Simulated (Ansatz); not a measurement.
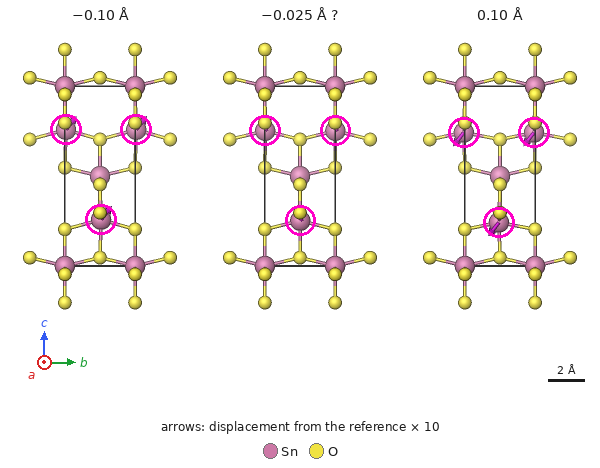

A scan of crystalline SnO2 (I4_1/amd): a Sn atom (one in each cell of 6 atoms) is moved towards the nearest copy of atom 2 (Sn) at 3.250 Å, all else fixed. Style: ball-and-stick. Shown: the conventional cell (2 times the calculation's cell), along the a axis. The ringed atoms are those of the scanned coordinate. Purple arrows: displacements from the reference. Lengths and directions refer to the drawn axes.

These are results of DFT LDA, scalar-relativistic, plane waves, PAW in Ansatz 0.2.0, not measurements. (plane-wave cutoff 420 eV; k-point mesh 10 × 10 × 10; occupations gaussian; smearing width 0.05 eV; no spin polarisation). Energies (free energies at the smearing named) are counted from the cell as listed in its source, which wasn't relaxed.

```
displacement (Å)  E − E(ref) (meV/cell)
         −0.1000                  103.6
         −0.0750                   58.8
         −0.0500                   26.4
         −0.0250                      ?
          0.0000                    0.0
          0.0250                    6.8
          0.0500                   27.7
          0.0750                   63.2
          0.0875                   86.7
          0.1000                  114.0
```

Fill in the missing row.

Answer. A straight line between the two neighbours gives 13.2 meV/cell. A cubic through the four nearest rows (−0.0750, −0.0500, 0.0000, 0.0250) gives, with Lagrange weights, (−0.1667)(58.8) + (0.6667)(26.4) + (0.6667)(0.0) + (−0.1667)(6.8) = 6.7 meV/cell. The calculation gives 6.7 meV/cell, so the cubic is right to the digits shown and the straight line 6.5 meV/cell too high, as the curve bends upwards here.

The whole profile:

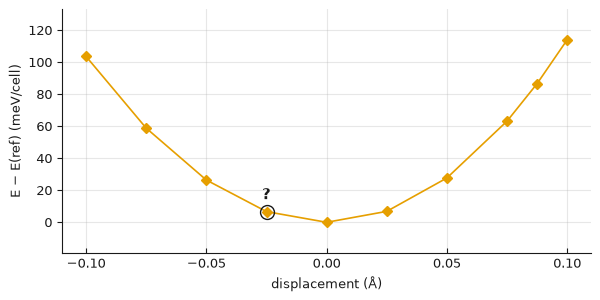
